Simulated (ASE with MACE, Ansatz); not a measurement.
# Site preference of W in place of Co in (10-12) twin boundary in hcp Co (54 atoms)

Aim: make W in place of Co at several sites of (10-12) twin boundary in hcp Co (54 atoms), relax each, and compare their energies.

Program: Ansatz 0.2.0. Level of theory: Kohn-Sham DFT, PBE, PAW (set soft_2), plane waves. Results are calculated unless marked as measured.

## 1. Starting point

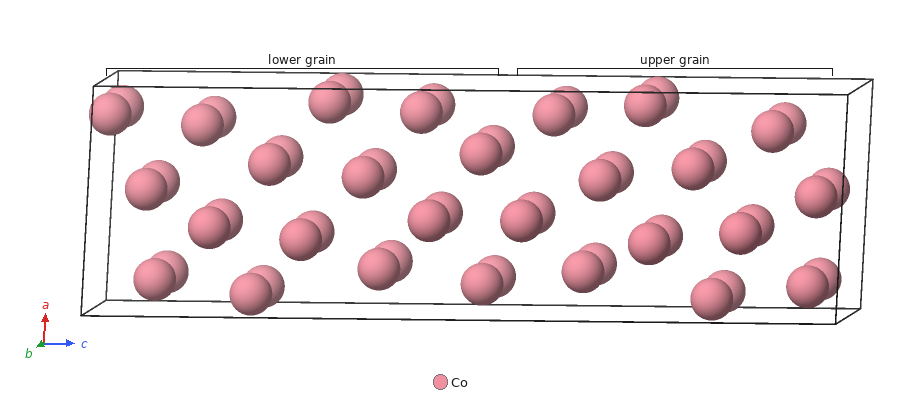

The starting structure, seen from the side, with the c axis across the page (cobalt pink).

The cell holds 54 atoms: 54 Co. Its edges and angles: a = 6.406 Å, b = 4.980 Å, c = 20.189 Å, α = 90.0°, β = 90.0°, γ = 112.9°. It derives from Co. Two grains of Co, one the mirror image of the other in the boundary plane, two boundaries a cell; of 6 trial joints (lateral shifts, openings, close atoms taken out) the lowest after a short relaxation with the MACE-MP-0b2 potential was kept (shift [0, 0] of the surface cell, opening 0.00 Å, one of each pair under 1.74 Å removed), then its atoms and the cell's length along the normal were relaxed with that potential. Lattice constants are starting values near those of PBE. Regions: lower grain, 30 atoms (30 Co); upper grain, 24 atoms (24 Co).

Limits known from the start: The cell is under 6 Å thick along two periodic directions, so every atom has periodic images of itself close by, which move with it and show among its neighbours and in g(r).

## 2. Single point at the start

A single point comes first, to see the forces before anything moves.

File input.yaml:

```yaml
crystal:
  lattice:
    - [6.40635, 0.0, 0.0]
    - [-1.93561, 4.58844, 0.0]
    - [0.0, 0.0, 20.18893]
  atoms:
    - { symbol: Co, position: [0.85729, 0.17864, 0.99902], spin: 1.7 }
    - { symbol: Co, position: [0.53839, 0.26919, 0.05504], spin: 1.7 }
    - { symbol: Co, position: [0.13179, 0.0659, 0.06631], spin: 1.7 }
    - { symbol: Co, position: [0.81295, 0.15648, 0.12124], spin: 1.7 }
    - { symbol: Co, position: [0.38628, 0.44314, 0.14675], spin: 1.7 }
    - { symbol: Co, position: [0.07066, 0.03533, 0.19371], spin: 1.7 }
    - { symbol: Co, position: [0.65656, 0.32828, 0.21835], spin: 1.7 }
    - { symbol: Co, position: [0.33679, 0.4184, 0.26796], spin: 1.7 }
    - { symbol: Co, position: [0.92195, 0.21098, 0.28997], spin: 1.7 }
    - { symbol: Co, position: [0.60363, 0.30182, 0.34247], spin: 1.7 }
    - { symbol: Co, position: [0.1902, 0.0951, 0.36338], spin: 1.7 }
    - { symbol: Co, position: [0.88088, 0.19044, 0.41146], spin: 1.7 }
    - { symbol: Co, position: [0.42863, 0.46432, 0.43815], spin: 1.7 }
    - { symbol: Co, position: [0.12691, 0.06345, 0.50018], spin: 1.7 }
    - { symbol: Co, position: [0.71398, 0.35699, 0.49876], spin: 1.7 }
    - { symbol: Co, position: [0.53774, 0.26887, 0.94293], spin: 1.7 }
    - { symbol: Co, position: [0.1319, 0.06595, 0.9316], spin: 1.7 }
    - { symbol: Co, position: [0.81297, 0.15649, 0.87697], spin: 1.7 }
    - { symbol: Co, position: [0.38737, 0.44368, 0.85098], spin: 1.7 }
    - { symbol: Co, position: [0.07146, 0.03573, 0.80461], spin: 1.7 }
    - { symbol: Co, position: [0.65742, 0.32871, 0.77975], spin: 1.7 }
    - { symbol: Co, position: [0.33562, 0.41781, 0.7299], spin: 1.7 }
    - { symbol: Co, position: [0.92229, 0.21115, 0.70832], spin: 1.7 }
    - { symbol: Co, position: [0.60155, 0.30078, 0.65653], spin: 1.7 }
    - { symbol: Co, position: [0.18834, 0.09417, 0.63394], spin: 1.7 }
    - { symbol: Co, position: [0.87579, 0.18789, 0.58721], spin: 1.7 }
    - { symbol: Co, position: [0.43252, 0.46626, 0.56074], spin: 1.7 }
    - { symbol: Co, position: [0.85729, 0.67864, 0.99902], spin: 1.7 }
    - { symbol: Co, position: [0.53839, 0.76919, 0.05504], spin: 1.7 }
    - { symbol: Co, position: [0.13179, 0.5659, 0.06631], spin: 1.7 }
    - { symbol: Co, position: [0.81295, 0.65648, 0.12124], spin: 1.7 }
    - { symbol: Co, position: [0.38628, 0.94314, 0.14675], spin: 1.7 }
    - { symbol: Co, position: [0.07066, 0.53533, 0.19371], spin: 1.7 }
    - { symbol: Co, position: [0.65656, 0.82828, 0.21835], spin: 1.7 }
    - { symbol: Co, position: [0.33679, 0.9184, 0.26796], spin: 1.7 }
    - { symbol: Co, position: [0.92195, 0.71098, 0.28997], spin: 1.7 }
    - { symbol: Co, position: [0.60363, 0.80182, 0.34247], spin: 1.7 }
    - { symbol: Co, position: [0.1902, 0.5951, 0.36338], spin: 1.7 }
    - { symbol: Co, position: [0.88088, 0.69044, 0.41146], spin: 1.7 }
    - { symbol: Co, position: [0.42863, 0.96432, 0.43815], spin: 1.7 }
    - { symbol: Co, position: [0.12691, 0.56345, 0.50018], spin: 1.7 }
    - { symbol: Co, position: [0.71398, 0.85699, 0.49876], spin: 1.7 }
    - { symbol: Co, position: [0.53774, 0.76887, 0.94293], spin: 1.7 }
    - { symbol: Co, position: [0.1319, 0.56595, 0.9316], spin: 1.7 }
    - { symbol: Co, position: [0.81297, 0.65649, 0.87697], spin: 1.7 }
    - { symbol: Co, position: [0.38737, 0.94368, 0.85098], spin: 1.7 }
    - { symbol: Co, position: [0.07146, 0.53573, 0.80461], spin: 1.7 }
    - { symbol: Co, position: [0.65742, 0.82871, 0.77975], spin: 1.7 }
    - { symbol: Co, position: [0.33562, 0.91781, 0.7299], spin: 1.7 }
    - { symbol: Co, position: [0.92229, 0.71115, 0.70832], spin: 1.7 }
    - { symbol: Co, position: [0.60155, 0.80078, 0.65653], spin: 1.7 }
    - { symbol: Co, position: [0.18834, 0.59417, 0.63394], spin: 1.7 }
    - { symbol: Co, position: [0.87579, 0.68789, 0.58721], spin: 1.7 }
    - { symbol: Co, position: [0.43252, 0.96626, 0.56074], spin: 1.7 }
magnetization:
  spin_polarized: true
kpoints:
  mp_grid: { grid: [3, 3, 1] }
hamiltonian:
  xc: pbe
scf:
  occupations: { method: fermi_dirac, width: 0.1 }
  lower_state_search: "off"
output:
  forces: true
```

The run is started by

```
> ansatz run input.yaml --threads 6 --pin off --max-ram 102400MiB --backend cuda --events-out ev --progress --plain --runs-dir out
```

Numbers of over 12 decimals in the logs are rounded to 6 here.

The log of the run:

```text
Warning: the atoms were moved onto the symmetric positions of the space group found under crystal.symmetry.tolerance 1.0e-5 (fractional; no operation is sought that the atoms, as they stand in a round, miss by more than twice it, and no atom is moved by as much as it), and the run uses the moved positions. [...]
Engine: ansatz 0.2.0, x86_64-unknown-linux-gnu
Pseudopotentials: kind: paw
Pseudopotential: Co, paw, valence charge 17, recommended cutoff 420 eV (normal), Co.paw.azcp
Functional definition: PBE
  parameter kappa = 0.804
  parameter beta = 0.066725
  exchange = pbe_x(kappa = kappa, mu = beta*pi^2/3)
  correlation = pbe_c(beta = beta)
concurrent solve slots: 4 of 6 are kept, ahead of what memory takes: no pass of the eigensolver takes more rounds on 4
device memory: the entry about to start is reckoned to put 14.7 GiB on a device that reports 78.6 GiB free
GPU FFT provider: cuFFT
GPU libraries: cuBLAS 13.8.2, cuFFT 12.4.0, cuSOLVER 12.3.4
Crystal: 54 atoms, lattice volume = 593.457 Å³
Basis set: ecut = 420 eV, 11653 PW (Γ), exchange–correlation on 90×72×270 points (8 copies of the dense FFT grid, shifted against one another)
Bands: 606, of which v1, the nominal top of the filled ones, is band 459 counted from 1 (458 counted from 0)
Symmetry: 4 space group operations
Space group: Pm (ITA 6), of the structure as read, at distance tolerance 8.4e-5 Å
Magnetic group: BNS 6.18 (UNI 25), of the structure as read, at distance tolerance 8.4e-5 Å
k-points: 4 of 9 (time reversal used)
Non-local potential: Co, projectors of the file, l = 0: 3, l = 1: 2, l = 2: 3, l = 3: 1
PAW form: soft (Blöchl's): semilocal exchange-correlation on the pseudo side does not see the compensation charge
PAW one-centre angular grid: Co, 590 points (default); XC on 64 Gauss nodes
Initial density: superposition of atomic densities (chi_scale 0.1, normalization cell)
Starting moments: Σ|m| = 91.8 μB on 54 of 54 sites
Initial wavefunctions: pseudopotential atomic-orbital guess
GPU buffer pool allocated for 218700 grid points (all kernels)
GPU transforms: local potential and band sums: pruned to the plane-wave sphere, on 45×36×135
Functional: x = pbe(κ = 0.804, μ = 0.219515), c = pbe(β = 0.066725)
SCF iter   1: F=—  HF=-276807.730427 eV  |F-HF|=—  |Δ(HF+E_count)|=         —  Δρ=6.22e-2 (↑1.80e-2 ↓6.22e-2)  dr2=2.93e1  dr2_m=7.42e0  M=85.888 μB ∫|m|=87.637 μB  β_m=0.30  ethr=3.10e-3  ⟨swp⟩=4.0  Hψ=14306  notcnv=0  defer=284
preconditioner: auto → Kerker (q_TF=auto, 2.934 Å⁻¹)  [metal: Δε(μ)=0.011 eV  Ē_g=8.210 eV  σ=0.100 eV  W_gap=0.03  n_scr=244 (ndim 8)  ℏωp=33.6 eV  f_vac=0.000  D(μ)=53.29/eV (n_scr^D=640)]
spin=Collinear: Kerker preconditioning applied to the charge; magnetization (m = ρ↑ − ρ↓) channel mixes plain (no charge-response kernel on spin).
SCF iter   2: F=—  HF=-276809.179305 eV  |F-HF|=—  |Δ(HF+E_count)|=    1.45e0  Δρ=5.88e-2 (↑2.76e-2 ↓5.88e-2)  dr2=2.24e1  dr2_m=5.05e0  M=85.706 μB ∫|m|=88.664 μB  β_m=0.30  ethr=3.10e-3  ⟨swp⟩=2.0  Hψ=5890  notcnv=0  defer=624
SCF iter   3: F=—  HF=-276809.741034 eV  |F-HF|=—  |Δ(HF+E_count)|=   5.62e-1  Δρ=5.17e-2 (↑1.94e-2 ↓5.17e-2)  dr2=2.66e1  dr2_m=4.84e0  M=86.541 μB ∫|m|=90.488 μB  β_m=0.30  ethr=2.44e-3  ⟨swp⟩=2.0  Hψ=5470  notcnv=0  defer=624
SCF iter   4: F=—  HF=-276809.573708 eV  |F-HF|=—  |Δ(HF+E_count)|=   1.67e-1  Δρ=2.37e-2 (↑1.98e-2 ↓2.37e-2)  dr2=8.33e0  dr2_m=2.15e0  M=86.732 μB ∫|m|=91.523 μB  β_m=0.30  ethr=2.44e-3  ⟨swp⟩=2.0  Hψ=4705  notcnv=0  defer=624
SCF iter   5: F=—  HF=-276809.883766 eV  |F-HF|=—  |Δ(HF+E_count)|=   3.10e-1  Δρ=1.86e-2 (↑1.71e-2 ↓1.86e-2)  dr2=3.68e0  dr2_m=1.47e0  M=86.924 μB ∫|m|=92.433 μB  β_m=0.30  ethr=9.08e-4  ⟨swp⟩=1.8  Hψ=4979  notcnv=0  defer=624
SCF iter   6: F=—  HF=-276810.138683 eV  |F-HF|=—  |Δ(HF+E_count)|=   2.55e-1  Δρ=1.74e-2 (↑1.54e-2 ↓1.74e-2)  dr2=2.54e0  dr2_m=1.07e0  M=86.914 μB ∫|m|=92.957 μB  β_m=0.30  ethr=4.01e-4  ⟨swp⟩=2.0  Hψ=6254  notcnv=0  defer=621
SCF iter   7: F=—  HF=-276810.249983 eV  |F-HF|=—  |Δ(HF+E_count)|=   1.11e-1  Δρ=1.34e-2 (↑1.26e-2 ↓1.34e-2)  dr2=1.10e0  dr2_m=6.99e-1  M=87.047 μB ∫|m|=93.553 μB  β_m=0.30  ethr=2.77e-4  ⟨swp⟩=1.4  Hψ=4676  notcnv=0  defer=621
SCF iter   8: F=—  HF=-276810.261884 eV  |F-HF|=—  |Δ(HF+E_count)|=   1.19e-2  Δρ=9.51e-3 (↑9.51e-3 ↓8.42e-3)  dr2=1.25e-1  dr2_m=4.14e-1  M=87.219 μB ∫|m|=94.100 μB  β_m=1.00  ethr=1.20e-4  ⟨swp⟩=1.0  Hψ=4225  notcnv=0  defer=621
SCF iter   9: F=—  HF=-276810.275002 eV  |F-HF|=—  |Δ(HF+E_count)|=   1.31e-2  Δρ=3.72e-3 (↑2.55e-3 ↓3.72e-3)  dr2=5.23e-2  dr2_m=4.35e-2  M=87.295 μB ∫|m|=95.034 μB  β_m=0.30  ethr=1.37e-5  ⟨swp⟩=2.0  Hψ=7913  notcnv=0  defer=621
SCF iter  10: F=—  HF=-276810.349154 eV  |F-HF|=—  |Δ(HF+E_count)|=   7.42e-2  Δρ=4.09e-3 (↑1.46e-3 ↓4.09e-3)  dr2=3.87e-2  dr2_m=3.77e-2  M=87.430 μB ∫|m|=95.306 μB  β_m=1.00  ethr=5.70e-6  ⟨swp⟩=2.0  Hψ=6860  notcnv=0  defer=623
[...]
spin-set hold released at iteration 15 (site moments' squared step at or under half its running peak, from the soft ceiling on): the magnetisation degrees of freedom join the quasi-Newton model from the next iteration; the mixer history was flushed
[...]
SCF iter  20: F=—  HF=-276810.381093 eV  |F-HF|=—  |Δ(HF+E_count)|=   1.30e-4  Δρ=1.68e-4 (↑6.19e-5 ↓1.68e-4)  dr2=7.29e-4  dr2_m=2.99e-5  M=87.855 μB ∫|m|=96.329 μB  β_m=0.47  ethr=6.00e-8  ⟨swp⟩=2.0  Hψ=6678  notcnv=0  defer=623
SCF iter  21: F=—  HF=-276810.381069 eV  |F-HF|=—  |Δ(HF+E_count)|=   2.37e-5  Δρ=8.34e-5 (↑2.17e-5 ↓8.34e-5)  dr2=5.27e-5  dr2_m=7.15e-6  M=87.855 μB ∫|m|=96.331 μB  β_m=0.64  ethr=6.00e-8  ⟨swp⟩=1.0  Hψ=4225  notcnv=0  defer=623
SCF iter  22: F=—  HF=-276810.395704 eV  |F-HF|=—  |Δ(HF+E_count)|=   1.46e-2  Δρ=9.30e-5 (↑2.62e-5 ↓9.30e-5)  dr2=9.30e-5  dr2_m=6.77e-6  M=87.854 μB ∫|m|=96.331 μB  β_m=0.64  ethr=5.74e-9  ⟨swp⟩=1.0  Hψ=4625  notcnv=0  defer=623
SCF iter  23: F=—  HF=-276810.395702 eV  |F-HF|=—  |Δ(HF+E_count)|=   2.06e-6  Δρ=5.08e-5 (↑1.30e-5 ↓5.08e-5)  dr2=2.32e-5  dr2_m=2.39e-6  M=87.854 μB ∫|m|=96.331 μB  β_m=0.75  ethr=5.74e-9  ⟨swp⟩=1.1  Hψ=4226  notcnv=0  defer=623
SCF iter  24: F=—  HF=-276810.395702 eV  |F-HF|=—  |Δ(HF+E_count)|=   1.70e-7  Δρ=4.55e-5 (↑1.51e-5 ↓4.55e-5)  dr2=2.18e-5  dr2_m=1.43e-6  M=87.854 μB ∫|m|=96.332 μB  β_m=0.49  ethr=2.53e-9  ⟨swp⟩=1.1  Hψ=4226  notcnv=0  defer=623
SCF iter  25: F=—  HF=-276810.395703 eV  |F-HF|=—  |Δ(HF+E_count)|=   4.71e-7  Δρ=6.82e-5 (↑1.57e-5 ↓6.82e-5)  dr2=3.91e-5  dr2_m=3.86e-6  M=87.854 μB ∫|m|=96.331 μB  β_m=0.31  ethr=2.38e-9  ⟨swp⟩=2.0  Hψ=4805  notcnv=0  defer=623
SCF iter  26: F=—  HF=-276810.395701 eV  |F-HF|=—  |Δ(HF+E_count)|=   1.30e-6  Δρ=8.56e-6 (↑2.71e-6 ↓8.56e-6)  dr2=6.80e-7  dr2_m=7.32e-8  M=87.854 μB ∫|m|=96.331 μB  β_m=0.41  ethr=2.38e-9  ⟨swp⟩=1.1  Hψ=4226  notcnv=0  defer=623
SCF iter  27: F=—  HF=-276810.395701 eV  |F-HF|=—  |Δ(HF+E_count)|=   2.18e-8  Δρ=7.26e-6 (↑2.17e-6 ↓7.26e-6)  dr2=5.26e-7  dr2_m=4.44e-8  M=87.854 μB ∫|m|=96.332 μB  β_m=0.33  ethr=7.41e-11  ⟨swp⟩=1.0  Hψ=4225  notcnv=0  defer=623
SCF iter  28: F=—  HF=-276810.395701 eV  |F-HF|=—  |Δ(HF+E_count)|=   4.71e-9  Δρ=5.47e-6 (↑1.94e-6 ↓5.47e-6)  dr2=3.13e-7  dr2_m=2.50e-8  M=87.854 μB ∫|m|=96.332 μB  β_m=0.25  ethr=5.73e-11  ⟨swp⟩=1.0  Hψ=4225  notcnv=0  defer=623
SCF iter  29: F=-276810.395701 eV  HF=-276810.395701 eV  |F-HF|=2.06e-8  |Δ(HF+E_count)|=   7.51e-9  Δρ=1.55e-6 (↑1.08e-6 ↓1.55e-6)  dr2=2.86e-8  dr2_m=5.41e-9  M=87.854 μB ∫|m|=96.332 μB  ethr=1.09e-11  ⟨swp⟩=2.0  Hψ=11752  notcnv=0
SCF 1 converged in 29 iterations: F = -276810.395701 eV  dr2 = 2.86e-8
  greatest PAW one-centre occupation: 1.001 electrons in one spin orbital (limit 2), on the Co atom at site 29 (counted from 0), in its partial waves of l = 1
SCF converged after 29 iterations
Magnetization: 87.8539 μB (502.9270 up, 415.0730 down)
Absolute magnetization: 96.3624 μB (∫|ρ↑−ρ↓|, with the PAW one-centre terms)
Spin contamination: 1.4680 ħ² per cell (⟨S²⟩ above its minimum at these occupations)
Per-site moments (μB) at R_I (Å): [(1.655200, 1.012171), (1.712397, 0.933646), (1.780896, 0.994445), (1.694912, 1.007270), (1.652966, 0.992087), [...]
Free energy (F): -276810.395701 eV
Harris-Foulkes:  -276810.395701 eV  (|F-HF|=2.06e-8)
Internal energy: -276808.794681 eV  (E = F + TS)
E sigma→0 (E₀):  -276809.595191 eV
Entropy (-TS):   -1.601020 eV (-29.649 meV/atom)
Fermi energy:    18.453347 eV
--- Per-component energies (eV) ---
  E_band       = -13421.533633
  E_kinetic    = 24498.019179
  E_local      = -156121.727184  (includes V_loc(G=0)·N_el)
  E_nonlocal   = 24538.807469
  E_hartree    = 65570.486553
  E_xc         = -8583.205450
  E_vxc        = -11075.867059  (∫ρ·V_xc dr)
  E_paw        = -81830.456569  (= ΣΔE_a)
  E_vpaw       = -26401.733871  (= ΣTr[D̂ρ^β])
  E_aug_tail   = 0.004327  (compensation charges beyond the density's cutoff)
  E_ewald      = -144880.723006
  E_smearing   = -1.601020  (= −TS)
  E_closure    = 0.000000  (closes the sum)
  Σ components = -276810.395701   (vs F -276810.395701, Δ=0.00e0)
--- Forces (eV/Å), atoms counted from 1 ---
  atom   1  Co     0.04096328     0.01728014    -0.00197574
  atom   2  Co    -0.00740446    -0.00312353    -0.05171757
  atom   3  Co    -0.03662713    -0.01545096     0.03771924
  atom   4  Co    -0.00776704    -0.00327648     0.00678563
  atom   5  Co     0.00282917     0.00119347     0.07162472
  atom   6  Co     0.03450069     0.01455393    -0.04388416
  atom   7  Co     0.00387061     0.00163279    -0.07889002
  atom   8  Co     0.00429898     0.00181350    -0.00364739
  atom   9  Co     0.00871634     0.00367694     0.07474481
  atom  10  Co     0.00338412     0.00142757    -0.01012036
  atom  11  Co    -0.05819921    -0.02455103     0.02857535
  atom  12  Co    -0.04200572    -0.01771989     0.01970264
  atom  13  Co     0.12937596     0.05457656    -0.04282411
  atom  14  Co     0.00179522     0.00075730    -0.01874202
[...]
atom  53  Co    -0.00004173    -0.00001760    -0.06209676
  atom  54  Co     0.07758705     0.03272968     0.01255977
  max |Σ_I F_I| component: 1.12e-5 eV/Å
```

Run time: 16 s. Hardware: 1 × NVIDIA H100 80GB HBM3 with 6 threads of AMD EPYC 7R13 (Zen 3), shared host; peak memory 1.3 GiB; 14 s of CPU time.

Reading the cycles: dr2 is the Hartree energy of the density residual (eV), the measure of convergence; HF is the Harris–Foulkes estimate of the energy, which meets the free energy F at convergence.

That memory is the host's; the program planned 14.7 GiB on the GPU.

The program notes that positions were snapped to a detected symmetry.

The r.m.s. force at the start is 0.037 eV/Å.

## 3. Relaxation

The atoms are relaxed in the fixed cell, aiming at the force tolerance of the input.

File input.yaml:

```yaml
crystal:
  lattice:
    - [6.40635, 0.0, 0.0]
    - [-1.93561, 4.58844, 0.0]
    - [0.0, 0.0, 20.18893]
  atoms:
    [... the 54 atom lines of step 2 ...]
magnetization:
  spin_polarized: true
kpoints:
  mp_grid: { grid: [3, 3, 1] }
hamiltonian:
  xc: pbe
scf:
  occupations: { method: fermi_dirac, width: 0.1 }
  lower_state_search: "off"
output:
  forces: true
relax:
  f_tol: 0.05
  max_steps: 150
```

The log of the run:

```text
[...]
GPU FFT provider: cuFFT
GPU libraries: cuBLAS 13.8.2, cuFFT 12.4.0, cuSOLVER 12.3.4
Crystal: 54 atoms, lattice volume = 593.457 Å³
Basis set: ecut = 420 eV, 11653 PW (Γ), exchange–correlation on 90×72×270 points (8 copies of the dense FFT grid, shifted against one another)
Bands: 606, of which v1, the nominal top of the filled ones, is band 459 counted from 1 (458 counted from 0)
Symmetry: 4 space group operations
[...]
k-points: 4 of 9 (time reversal used)
[...]
Starting moments: Σ|m| = 91.8 μB on 54 of 54 sites
[...]
GPU buffer pool allocated for 218700 grid points (all kernels)
[...]
SCF iter   1: F=—  HF=-276807.730417 eV  |F-HF|=—  |Δ(HF+E_count)|=         —  Δρ=6.22e-2 (↑1.80e-2 ↓6.22e-2)  dr2=2.93e1  dr2_m=7.42e0  M=85.888 μB ∫|m|=87.637 μB  β_m=0.30  ethr=3.10e-3  ⟨swp⟩=4.0  Hψ=14306  notcnv=0  defer=284
[...]
SCF iter   3: F=—  HF=-276809.741050 eV  |F-HF|=—  |Δ(HF+E_count)|=   5.62e-1  Δρ=5.17e-2 (↑1.94e-2 ↓5.17e-2)  dr2=2.66e1  dr2_m=4.84e0  M=86.541 μB ∫|m|=90.488 μB  β_m=0.30  ethr=2.44e-3  ⟨swp⟩=2.0  Hψ=5470  notcnv=0  defer=624
[...]
SCF iter  15: F=—  HF=-276810.389059 eV  |F-HF|=—  |Δ(HF+E_count)|=   5.56e-3  Δρ=6.49e-4 (↑6.45e-4 ↓6.49e-4)  dr2=5.53e-4  dr2_m=2.15e-3  M=87.718 μB ∫|m|=96.053 μB  β_m=0.30  ethr=1.73e-7  ⟨swp⟩=2.0  Hψ=6851  notcnv=0  defer=623
[...]
SCF iter  21: F=-276810.395676 eV  HF=-276810.395701 eV  |F-HF|=2.52e-5  |Δ(HF+E_count)|=   9.37e-6  Δρ=6.70e-5 (↑1.96e-5 ↓6.70e-5)  dr2=3.24e-5  dr2_m=5.08e-6  M=87.854 μB ∫|m|=96.330 μB  ethr=6.81e-9  ⟨swp⟩=2.0  Hψ=12014  notcnv=0
SCF 1 converged in 21 iterations: F = -276810.395676 eV  dr2 = 3.24e-5
[...]
relax step   1: F+E_penalty+E_count = -276810.39567607 eV  Δ(F+E_penalty+E_count) = +0.000e0 eV  max|allowed force component| = 1.293e-1 eV/Å  Δτ_max = 0.0000 Å  (21 SCF iters, dr2 threshold 6.25e-5 eV, accepted)
[...]
relax step   2: F+E_penalty+E_count = -276810.40277572 eV  Δ(F+E_penalty+E_count) = -7.100e-3 eV  max|allowed force component| = 9.404e-2 eV/Å  Δτ_max = 0.0087 Å  (16 SCF iters, accepted)
[...]
relax step   3: F+E_penalty+E_count = -276810.41152640 eV  Δ(F+E_penalty+E_count) = -8.751e-3 eV  max|allowed force component| = 1.296e-2 eV/Å  Δτ_max = 0.0269 Å  (19 SCF iters, accepted)
SCF converged after 19 iterations
Magnetization: 87.8347 μB (502.9173 up, 415.0827 down)
Absolute magnetization: 96.3650 μB (∫|ρ↑−ρ↓|, with the PAW one-centre terms)
[...]
Per-site moments (μB) at R_I (Å): [(1.659560, 1.011420), (1.716713, 0.930476), (1.780739, 0.994910), (1.690200, 1.007854), (1.651607, 0.994562), [...]
Free energy (F): -276810.411526 eV
[...]
Internal energy: -276808.816307 eV  (E = F + TS)
E sigma→0 (E₀):  -276809.613917 eV
Entropy (-TS):   -1.595219 eV (-29.541 meV/atom)
Fermi energy:    18.452093 eV
[...]
Σ components = -276810.411526   (vs F -276810.411526, Δ=0.00e0)
--- Forces (eV/Å), atoms counted from 1 ---
  atom   1  Co    -0.01295745    -0.00546603    -0.00014652
  atom   2  Co     0.00528443     0.00222921    -0.00102087
  atom   3  Co    -0.00555911    -0.00234508    -0.00566970
  atom   4  Co     0.00134678     0.00056813    -0.00383701
[...]
atom  54  Co    -0.00265342    -0.00111933     0.00481132
  max |Σ_I F_I| component: 1.59e-5 eV/Å
--- Relaxed structure (3 steps of the walk, 3 accepted, 0 SCFs on fresh bases) ---
  F+E_penalty+E_count = -276810.41152640 eV   max|allowed force component| = 1.296e-2 eV/Å
  atoms:
    - { symbol: Co, position: [0.858287, 0.179144, 0.999112] }
    - { symbol: Co, position: [0.536908, 0.268454, 0.055025] }
    - { symbol: Co, position: [0.130381, 0.065190, 0.067082] }
    - { symbol: Co, position: [0.811674, 0.155837, 0.121281] }
[...]
- { symbol: Co, position: [0.434560, 0.967280, 0.560807] }
```

Elapsed: 23 s, on 1 × NVIDIA H100 80GB HBM3 with 6 threads; peak memory 1.3 GiB; 31 s of CPU time.

That memory is the host's; the program planned 14.7 GiB on the GPU.

The relaxation converged after 3 steps, 0.0159 eV below its start, with a largest force component of 0.013 eV/Å.

(Part 1 of 3 ends here.)

[Logs are printed without paths, hosts, clocks, repeated set-up lines and the standing remarks that a program may print on its own settings, such as how far it seeks lower states.]

[Hosts, paths, dates, database ids (printed as entryN), source tags and the programs' standing remarks are cut or masked in the printed files.]
